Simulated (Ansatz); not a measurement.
Geometry relaxation, with input and output: HfO₂ (part 1 of 3)

The run: geometry relaxation of HfO₂ (12 atoms in the cell). Method and program: DFT PBEsol, scalar-relativistic, plane waves, PAW, no spin polarisation (Ansatz 0.2.0).

The structure derives from a Materials Project entry. Figures and captions count atoms from 1; the log counts them from 0 in places.

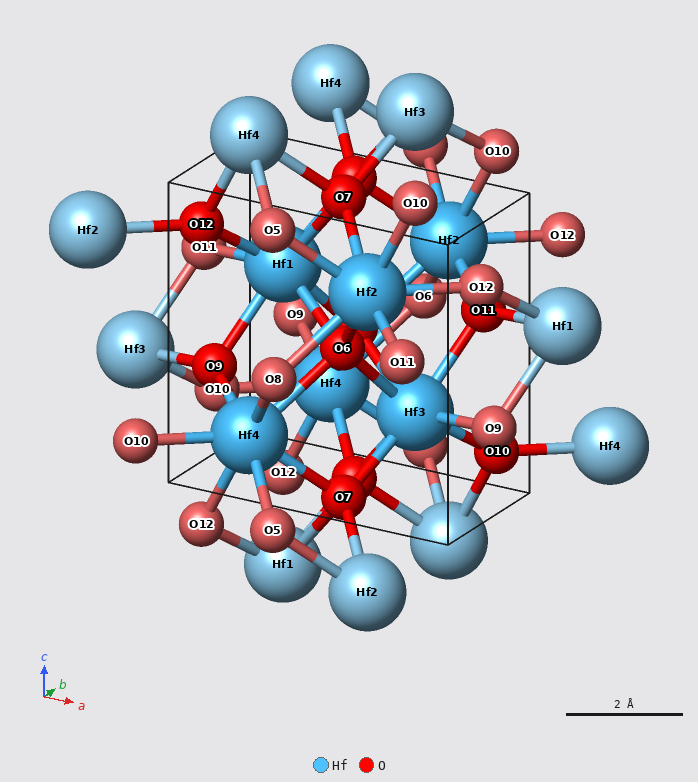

**Figure 1.** The structure as given in the input (ball-and-stick view of the cell of the calculation, seen slightly off an axis; neighbours outside the cell are drawn fainter; atoms are numbered from 1 in the order of the input). An atom can appear more than once, as a periodic image. Near neighbours in the periodic cell (some may lie outside the picture): Hf has 7 O at 2.03 to 2.24 Å; O has 4 Hf at 2.13 to 2.24 Å; O has 3 Hf at 2.03 to 2.13 Å.

## Key numbers

```tsv
quantity	value
outcome	converged
space group (tolerance 0.01 Å)	P2₁/c (14)
electrons treated	152
free energy	−66901.1521 eV
Fermi energy	16.155 eV
gap on the k-point mesh	3.97 eV
pressure	0.00 GPa
final volume	137.09 Å³
largest force (length of the vector) at the end	under 0.001 eV/Å
final cell	a = 5.096 Å, b = 5.177 Å, c = 5.271 Å, α = 90.00°, β = 99.62°, γ = 90.00°
hardware	8 threads of AMD EPYC (Zen 4), 24 GiB of memory available, shared host
wall time	19 s (CPU time 2.4 min)
peak memory	1.1 GiB
```

## Remarks

Spin–orbit coupling is left out, which matters for Hf.

## Input file
```yaml
crystal:
  lattice:
    - [5.0941750112, 0.0, 0.0]
    - [0.0, 5.1506447, 0.0]
    - [-0.8761689838, 0.0, 5.2029534954]
  atoms:
    - { symbol: Hf, position: [0.27613578, 0.45806468, 0.70790733] }
    - { symbol: Hf, position: [0.72386422, 0.95806468, 0.79209267] }
    - { symbol: Hf, position: [0.72386422, 0.54193532, 0.29209267] }
    - { symbol: Hf, position: [0.27613578, 0.04193532, 0.20790733] }
    - { symbol: O, position: [0.44799782, 0.74252595, 0.97857799] }
    - { symbol: O, position: [0.55200218, 0.24252595, 0.52142201] }
    - { symbol: O, position: [0.55200218, 0.25747405, 0.02142201] }
    - { symbol: O, position: [0.44799782, 0.75747405, 0.47857799] }
    - { symbol: O, position: [0.06836078, 0.33075888, 0.34625278] }
    - { symbol: O, position: [0.93163922, 0.83075888, 0.15374722] }
    - { symbol: O, position: [0.93163922, 0.66924112, 0.65374722] }
    - { symbol: O, position: [0.06836078, 0.16924112, 0.84625278] }
basis:
  ecutwfc: 420
kpoints:
  mp_grid: { grid: [4, 4, 4] }
hamiltonian:
  xc: pbesol
scf:
  occupations: { method: gaussian, width: 0.02 }
output:
  forces: true
  stress: true
  eigenvalues: true
relax:
  adjacent_minimum: "off"
  f_tol: 0.005
  max_steps: 80
  cell: { stress_tol: 0.05 }
```

Command:
```bash
ansatz run input.yaml --threads 8 --pin off --max-ram 16384MiB --backend cpu --events-out ev --progress --plain --runs-dir out
```

## Log
```
Engine: ansatz 0.2.0, x86_64-unknown-linux-gnu
Pseudopotentials: kind: paw
Pseudopotential: Hf, paw, valence charge 26, recommended cutoff 420 eV (normal), Hf.paw.azcp
Pseudopotential: O, paw, valence charge 6, recommended cutoff 420 eV (normal), O.paw.azcp
Functional definition: PBEsol
  exchange = pbesol_x
  correlation = pbesol_c
Crystal: 12 atoms, lattice volume = 136.517 Å³
Basis set: ecut = 420 eV, 2677 PW (Γ), exchange–correlation on 72×72×72 points (8 copies of the dense FFT grid, shifted against one another)
Bands: 92, of which v1, the nominal top of the filled ones, is band 76 counted from 1 (75 counted from 0)
Symmetry: 4 space group operations
Space group: P21/c (ITA 14), of the structure as read, at distance tolerance 5.1e-5 Å
k-points: 30 of 64
Non-local potential: Hf, projectors of the file, l = 0: 3, l = 1: 2, l = 2: 2, l = 3: 3
Non-local potential: O, projectors of the file, l = 0: 2, l = 1: 2, l = 2: 1
PAW form: soft (Blöchl's): semilocal exchange-correlation on the pseudo side does not see the compensation charge
PAW frozen core: Hf, regenerated for the run's functional, and the local potential with it (the file was generated under x = pbe(κ = 0.804, μ = 0.2195149727645171), c = pbe(β = 0.06672455060314922))
PAW frozen core: O, regenerated for the run's functional, and the local potential with it (the file was generated under x = pbe(κ = 0.804, μ = 0.2195149727645171), c = pbe(β = 0.06672455060314922))
PAW one-centre angular grid: Hf, 590 points (default); XC on 64 Gauss nodes
PAW one-centre angular grid: O, 110 points (default); XC on 64 Gauss nodes
Initial density: superposition of atomic densities (neutral atoms: chi_scale 0, normalization atom), corrected by the library's trained network
Initial wavefunctions: pseudopotential atomic-orbital guess
Functional: x = pbesol(κ = 0.804, μ = 0.12345679012345678), c = pbesol(β = 0.046)
SCF iter   1: F=—  HF=-66901.241238 eV  |F-HF|=—  |Δ(HF+E_count)|=         —  Δρ=1.87e-2  dr2=3.89e-1  ethr=1.77e-3  ⟨swp⟩=6.0  Hψ=8583  notcnv=0  defer=137
preconditioner: auto → Resta (q_TF=auto, 2.778 Å⁻¹)  ε∞=5.4  [insulator: Δε(μ)=3.812 eV  Ē_g=18.125 eV  σ=0.020 eV  W_gap=1.00  n_scr=48 (ndim 8)  ℏωp=38.1 eV  f_vac=0.075  D(μ)=0.00/eV (n_scr^D=0)  ε∞_Penn≈5.4]
SCF iter   2: F=—  HF=-66901.142670 eV  |F-HF|=—  |Δ(HF+E_count)|=   9.86e-2  Δρ=2.97e-3  dr2=4.40e-3  ethr=2.56e-4  ⟨swp⟩=2.0  Hψ=4969  notcnv=0  defer=312
SCF iter   3: F=—  HF=-66901.142920 eV  |F-HF|=—  |Δ(HF+E_count)|=   2.50e-4  Δρ=1.52e-3  dr2=1.56e-3  ethr=2.89e-6  ⟨swp⟩=2.0  Hψ=4221  notcnv=0  defer=312
SCF iter   4: F=—  HF=-66901.143438 eV  |F-HF|=—  |Δ(HF+E_count)|=   5.18e-4  Δρ=6.35e-4  dr2=3.71e-4  ethr=1.02e-6  ⟨swp⟩=2.0  Hψ=4171  notcnv=0  defer=312
SCF iter   5: F=—  HF=-66901.143292 eV  |F-HF|=—  |Δ(HF+E_count)|=   1.47e-4  Δρ=1.47e-4  dr2=2.70e-5  ethr=2.44e-7  ⟨swp⟩=2.1  Hψ=4478  notcnv=0  defer=312
SCF iter   6: F=—  HF=-66901.143270 eV  |F-HF|=—  |Δ(HF+E_count)|=   2.12e-5  Δρ=2.79e-5  dr2=1.25e-6  ethr=1.77e-8  ⟨swp⟩=2.0  Hψ=4728  notcnv=0  defer=312
SCF iter   7: F=—  HF=-66901.143271 eV  |F-HF|=—  |Δ(HF+E_count)|=   7.55e-7  Δρ=1.18e-5  dr2=1.80e-7  ethr=8.25e-10  ⟨swp⟩=2.0  Hψ=4728  notcnv=0  defer=312
SCF iter   8: F=-66901.143271 eV  HF=-66901.143271 eV  |F-HF|=3.97e-8  |Δ(HF+E_count)|=   3.41e-8  Δρ=7.97e-6  dr2=7.49e-8  ethr=6.58e-11  ⟨swp⟩=10.1  Hψ=11770  notcnv=0
SCF 1 converged in 8 iterations: F = -66901.143271 eV  dr2 = 7.49e-8
  greatest PAW one-centre occupation: 0.999 electrons in one spin orbital (limit 2), on the Hf atom at site 3 (counted from 0), in its partial waves of l = 3
relax step   1: F+E_penalty+E_count = -66901.14327123 eV  Δ(F+E_penalty+E_count) = +0.000e0 eV  max|allowed force component| = 1.510e-1 eV/Å  Δτ_max = 0.0000 Å  P = +1.676 GPa  Ω = 136.517 Å³  (8 SCF iters, dr2 threshold 1.00e-7 eV, accepted)
Crystal: 12 atoms, lattice volume = 137.457 Å³
Basis set: ecut = 420 eV, 2685 PW (Γ), exchange–correlation on 72×72×72 points (8 copies of the dense FFT grid, shifted against one another)
Initial density: handed on by an earlier stage of this run
Initial wavefunctions: those handed on with the density
iter 1 solved again at ethr=2.73e-6 eV; its pass at ethr=3.10e-3 eV (dr2=4.15e-3 eV) is discarded
SCF iter   1: F=—  HF=-66901.145557 eV  |F-HF|=—  |Δ(HF+E_count)|=         —  Δρ=2.06e-3  dr2=3.68e-3  ethr=2.73e-6  ⟨swp⟩=2.1  Hψ=11273  notcnv=0
preconditioner: auto → Resta (q_TF=auto, 2.774 Å⁻¹)  ε∞=5.4  [insulator: Δε(μ)=3.954 eV  Ē_g=18.132 eV  σ=0.020 eV  W_gap=1.00  n_scr=48 (ndim 8)  ℏωp=38.0 eV  f_vac=0.075  D(μ)=0.00/eV (n_scr^D=0)  ε∞_Penn≈5.4]
SCF iter   2: F=—  HF=-66901.144656 eV  |F-HF|=—  |Δ(HF+E_count)|=   9.01e-4  Δρ=9.30e-4  dr2=7.84e-4  ethr=2.42e-6  ⟨swp⟩=2.0  Hψ=4455  notcnv=0
SCF iter   3: F=—  HF=-66901.144397 eV  |F-HF|=—  |Δ(HF+E_count)|=   2.59e-4  Δρ=3.53e-4  dr2=1.58e-4  ethr=5.16e-7  ⟨swp⟩=2.3  Hψ=3963  notcnv=0
SCF iter   4: F=—  HF=-66901.144364 eV  |F-HF|=—  |Δ(HF+E_count)|=   3.30e-5  Δρ=9.36e-5  dr2=1.97e-5  ethr=1.04e-7  ⟨swp⟩=2.0  Hψ=4454  notcnv=0
SCF iter   5: F=—  HF=-66901.144368 eV  |F-HF|=—  |Δ(HF+E_count)|=   3.58e-6  Δρ=6.98e-5  dr2=5.20e-6  ethr=1.30e-8  ⟨swp⟩=2.0  Hψ=5040  notcnv=0
SCF iter   6: F=-66901.144367 eV  HF=-66901.144368 eV  |F-HF|=3.87e-7  |Δ(HF+E_count)|=   4.44e-8  Δρ=2.68e-5  dr2=1.06e-6  ethr=7.89e-10  ⟨swp⟩=4.3  Hψ=10974  notcnv=0
SCF 2 converged in 6 iterations: F = -66901.144367 eV  dr2 = 1.06e-6
  greatest PAW one-centre occupation: 0.999 electrons in one spin orbital (limit 2), on the Hf atom at site 2 (counted from 0), in its partial waves of l = 3
relax step   2: F+E_penalty+E_count = -66901.14436741 eV  Δ(F+E_penalty+E_count) = -1.096e-3 eV  max|allowed force component| = 4.139e-2 eV/Å  Δτ_max = 0.0070 Å  P = -0.333 GPa  Ω = 137.457 Å³  energy of the carried Pulay correction = -4.948e-3 eV  (6 SCF iters, dr2 threshold 1.20e-6 eV, accepted)
Crystal: 12 atoms, lattice volume = 137.358 Å³
iter 1 solved again at ethr=1.37e-7 eV; its pass at ethr=3.10e-3 eV (dr2=2.08e-4 eV) is discarded
SCF iter   1: F=—  HF=-66901.145909 eV  |F-HF|=—  |Δ(HF+E_count)|=         —  Δρ=5.71e-4  dr2=2.00e-4  ethr=1.37e-7  ⟨swp⟩=3.0  Hψ=10348  notcnv=0
preconditioner: auto → Resta (q_TF=auto, 2.775 Å⁻¹)  ε∞=5.4  [insulator: Δε(μ)=3.968 eV  Ē_g=18.144 eV  σ=0.020 eV  W_gap=1.00  n_scr=48 (ndim 8)  ℏωp=38.0 eV  f_vac=0.073  D(μ)=0.00/eV (n_scr^D=0)  ε∞_Penn≈5.4]
SCF iter   2: F=—  HF=-66901.145825 eV  |F-HF|=—  |Δ(HF+E_count)|=   8.45e-5  Δρ=2.83e-4  dr2=4.26e-5  ethr=1.32e-7  ⟨swp⟩=2.4  Hψ=4901  notcnv=0
SCF iter   3: F=—  HF=-66901.145820 eV  |F-HF|=—  |Δ(HF+E_count)|=   5.28e-6  Δρ=7.55e-5  dr2=5.25e-6  ethr=2.81e-8  ⟨swp⟩=2.4  Hψ=4983  notcnv=0
SCF iter   4: F=—  HF=-66901.145819 eV  |F-HF|=—  |Δ(HF+E_count)|=   4.65e-7  Δρ=2.37e-5  dr2=7.12e-7  ethr=3.46e-9  ⟨swp⟩=2.0  Hψ=4442  notcnv=0
SCF iter   5: F=-66901.145819 eV  HF=-66901.145819 eV  |F-HF|=2.80e-8  |Δ(HF+E_count)|=   4.27e-8  Δρ=8.47e-6  dr2=8.43e-8  ethr=3.65e-10  ⟨swp⟩=8.1  Hψ=12239  notcnv=0
SCF 3 converged in 5 iterations: F = -66901.145819 eV  dr2 = 8.43e-8
relax step   3: F+E_penalty+E_count = -66901.14581917 eV  Δ(F+E_penalty+E_count) = -1.452e-3 eV  max|allowed force component| = 1.789e-2 eV/Å  Δτ_max = 0.0036 Å  P = -0.120 GPa  Ω = 137.358 Å³  energy of the carried Pulay correction = -4.431e-3 eV  (5 SCF iters, dr2 threshold 5.55e-7 eV, accepted)
Crystal: 12 atoms, lattice volume = 137.185 Å³
Basis set: ecut = 420 eV, 2681 PW (Γ), exchange–correlation on 72×72×72 points (8 copies of the dense FFT grid, shifted against one another)
iter 1 solved again at ethr=1.40e-6 eV; its pass at ethr=3.10e-3 eV (dr2=2.12e-3 eV) is discarded
SCF iter   1: F=—  HF=-66901.148107 eV  |F-HF|=—  |Δ(HF+E_count)|=         —  Δρ=1.96e-3  dr2=2.17e-3  ethr=1.40e-6  ⟨swp⟩=2.8  Hψ=10080  notcnv=0
preconditioner: auto → Resta (q_TF=auto, 2.775 Å⁻¹)  ε∞=5.4  [insulator: Δε(μ)=3.953 eV  Ē_g=18.148 eV  σ=0.020 eV  W_gap=1.00  n_scr=48 (ndim 8)  ℏωp=38.0 eV  f_vac=0.073  D(μ)=0.00/eV (n_scr^D=0)  ε∞_Penn≈5.4]
SCF iter   2: F=—  HF=-66901.147989 eV  |F-HF|=—  |Δ(HF+E_count)|=   1.19e-4  Δρ=1.08e-3  dr2=7.37e-4  ethr=1.40e-6  ⟨swp⟩=1.0  Hψ=2760  notcnv=0
SCF iter   3: F=—  HF=-66901.148005 eV  |F-HF|=—  |Δ(HF+E_count)|=   1.66e-5  Δρ=2.86e-4  dr2=9.33e-5  ethr=4.85e-7  ⟨swp⟩=2.0  Hψ=4429  notcnv=0
SCF iter   4: F=—  HF=-66901.147946 eV  |F-HF|=—  |Δ(HF+E_count)|=   5.94e-5  Δρ=7.60e-5  dr2=6.89e-6  ethr=6.14e-8  ⟨swp⟩=2.0  Hψ=4441  notcnv=0
SCF iter   5: F=—  HF=-66901.147947 eV  |F-HF|=—  |Δ(HF+E_count)|=   9.45e-7  Δρ=2.58e-5  dr2=7.09e-7  ethr=4.54e-9  ⟨swp⟩=2.0  Hψ=4433  notcnv=0
SCF iter   6: F=—  HF=-66901.147947 eV  |F-HF|=—  |Δ(HF+E_count)|=   4.31e-8  Δρ=1.20e-5  dr2=1.34e-7  ethr=8.49e-11  ⟨swp⟩=7.5  Hψ=12828  notcnv=0
SCF iter   7: F=-66901.147947 eV  HF=-66901.147947 eV  |F-HF|=4.03e-9  |Δ(HF+E_count)|=   6.36e-8  Δρ=3.76e-6  dr2=1.77e-8  ethr=8.49e-11  ⟨swp⟩=4.3  Hψ=9922  notcnv=0
SCF 4 converged in 7 iterations: F = -66901.147947 eV  dr2 = 1.77e-8
relax step   4: F+E_penalty+E_count = -66901.14794687 eV  Δ(F+E_penalty+E_count) = -2.128e-3 eV  max|allowed force component| = 1.961e-2 eV/Å  Δτ_max = 0.0242 Å  P = -0.040 GPa  Ω = 137.185 Å³  energy of the carried Pulay correction = -3.519e-3 eV  (7 SCF iters, dr2 threshold 1.29e-7 eV, accepted)
Crystal: 12 atoms, lattice volume = 137.063 Å³
Basis set: ecut = 420 eV, 2689 PW (Γ), exchange–correlation on 72×72×72 points (8 copies of the dense FFT grid, shifted against one another)
iter 1 solved again at ethr=1.03e-6 eV; its pass at ethr=3.10e-3 eV (dr2=1.57e-3 eV) is discarded
SCF iter   1: F=—  HF=-66901.149035 eV  |F-HF|=—  |Δ(HF+E_count)|=         —  Δρ=1.68e-3  dr2=1.61e-3  ethr=1.03e-6  ⟨swp⟩=3.0  Hψ=11347  notcnv=0
preconditioner: auto → Resta (q_TF=auto, 2.776 Å⁻¹)  ε∞=5.4  [insulator: Δε(μ)=3.969 eV  Ē_g=18.148 eV  σ=0.020 eV  W_gap=1.00  n_scr=48 (ndim 8)  ℏωp=38.1 eV  f_vac=0.072  D(μ)=0.00/eV (n_scr^D=0)  ε∞_Penn≈5.4]
SCF iter   2: F=—  HF=-66901.148925 eV  |F-HF|=—  |Δ(HF+E_count)|=   1.10e-4  Δρ=9.18e-4  dr2=5.42e-4  ethr=1.03e-6  ⟨swp⟩=1.0  Hψ=2760  notcnv=0
SCF iter   3: F=—  HF=-66901.148924 eV  |F-HF|=—  |Δ(HF+E_count)|=   9.13e-7  Δρ=1.59e-4  dr2=3.41e-5  ethr=3.56e-7  ⟨swp⟩=2.0  Hψ=4152  notcnv=0
SCF iter   4: F=—  HF=-66901.148870 eV  |F-HF|=—  |Δ(HF+E_count)|=   5.39e-5  Δρ=8.81e-5  dr2=8.80e-6  ethr=2.25e-8  ⟨swp⟩=2.0  Hψ=4508  notcnv=0
SCF iter   5: F=—  HF=-66901.148866 eV  |F-HF|=—  |Δ(HF+E_count)|=   4.41e-6  Δρ=1.78e-5  dr2=4.11e-7  ethr=5.79e-9  ⟨swp⟩=2.0  Hψ=4441  notcnv=0
SCF iter   6: F=—  HF=-66901.148866 eV  |F-HF|=—  |Δ(HF+E_count)|=   2.66e-7  Δρ=5.74e-6  dr2=4.76e-8  ethr=2.70e-10  ⟨swp⟩=2.0  Hψ=4426  notcnv=0
SCF iter   7: F=-66901.148866 eV  HF=-66901.148866 eV  |F-HF|=4.95e-10  |Δ(HF+E_count)|=   3.27e-8  Δρ=2.83e-6  dr2=1.20e-8  ethr=1.81e-11  ⟨swp⟩=7.3  Hψ=12160  notcnv=0
SCF 5 converged in 7 iterations: F = -66901.148866 eV  dr2 = 1.20e-8
relax step   5: F+E_penalty+E_count = -66901.14886606 eV  Δ(F+E_penalty+E_count) = -9.192e-4 eV  max|allowed force component| = 1.323e-2 eV/Å  Δτ_max = 0.0218 Å  P = -0.078 GPa  Ω = 137.063 Å³  energy of the carried Pulay correction = -2.880e-3 eV  (7 SCF iters, dr2 threshold 2.74e-8 eV, accepted)
Crystal: 12 atoms, lattice volume = 137.061 Å³
iter 1 solved again at ethr=1.05e-7 eV; its pass at ethr=3.10e-3 eV (dr2=1.60e-4 eV) is discarded
```
